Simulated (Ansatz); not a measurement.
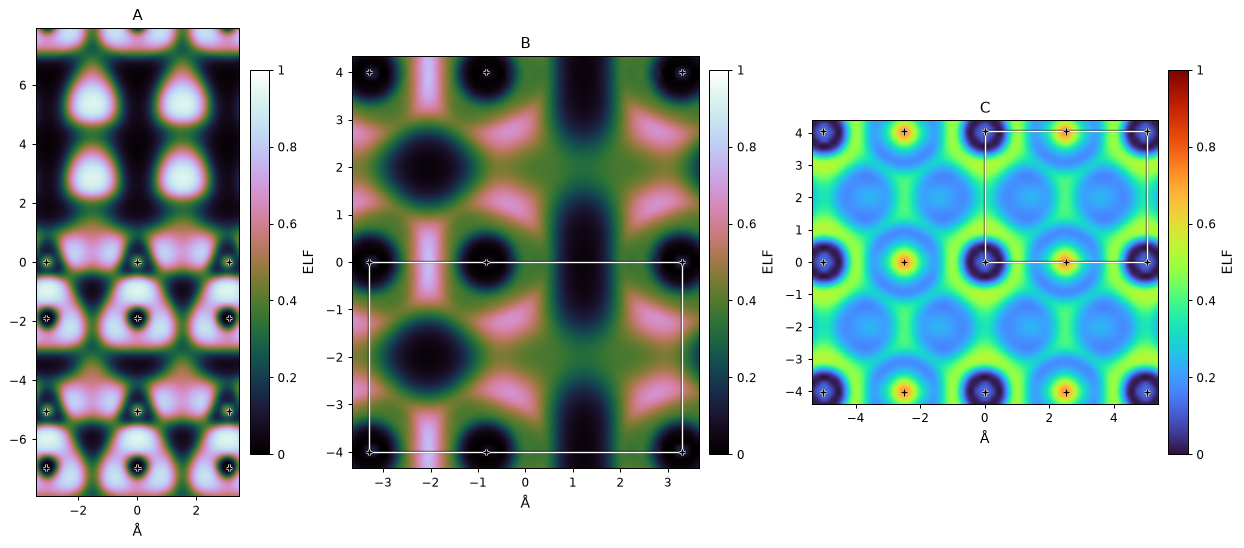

The ELF of 3 systems, each on a plane through atoms (crosses mark nuclei in the plane).

Computed with DFT PBEsol, scalar-relativistic, plane waves, PAW in Ansatz.

System 1: AlNi$_{3}$, the (100) plane of the conventional cell. Space group P6₃/mmc; a structure from a database of computed crystals, not necessarily the ambient phase; spin-polarised.

```xyz
8
Lattice="5.0091 0.0000 0.0000 -2.5046 4.3380 0.0000 0.0000 0.0000 4.0403" Properties=species:S:1:pos:R:3 pbc="T T T"
Al    2.5046    1.4460    1.0101
Al    0.0000    2.8920    3.0302
Ni    1.2342    0.7126    3.0302
Ni    3.7749    0.7126    3.0302
Ni    2.5046    2.9129    3.0302
Ni    1.2704    3.6255    1.0101
Ni   -1.2704    3.6255    1.0101
Ni    0.0000    1.4251    1.0101
```

System 2: Ge, the (11̄0) plane of the conventional cell. Space group P6₃/mmc; a structure from a database of computed crystals, not necessarily the ambient phase.

```
Ge
1.0
     3.99864    0.00000    0.00000
    -1.99932    3.46292    0.00000
     0.00000    0.00000    6.59206
Ge
4
Direct
  0.66667 0.33333 0.06278
  0.33333 0.66667 0.56278
  0.66667 0.33333 0.43722
  0.33333 0.66667 0.93722
```

System 3: SiC, the (010) plane of the conventional cell. Space group P6₃mc; computed pressure about −3 GPa in this cell.

```
Si C
1.0
     3.09500    0.00000    0.00000
    -1.54750    2.68035    0.00000
     0.00000    0.00000   15.18644
Si C
6 6
Direct
  0.00000 0.00000 0.12504
  0.00000 0.00000 0.62504
  0.33333 0.66667 0.29182
  0.66667 0.33333 0.79182
  0.33333 0.66667 0.95831
  0.66667 0.33333 0.45831
  0.00000 0.00000 0.99969
  0.00000 0.00000 0.49969
  0.33333 0.66667 0.16683
  0.66667 0.33333 0.66683
  0.33333 0.66667 0.83332
  0.66667 0.33333 0.33332
```

**Match each panel to its system.**

Panel A is system 3, SiC: the plane holds Si and C. Si–C (1.90 Å): the ELF peaks at about 0.95 between the atoms: a shared electron pair. Panel B is system 2, Ge: the plane holds Ge. Ge–Ge (2.47 Å): the ELF peaks at about 0.75 between the atoms. Panel C is system 1, AlNi$_{3}$: the plane holds Al and Ni. Al–Ni (2.50 Å): the ELF is about 0.35 at the midpoint.
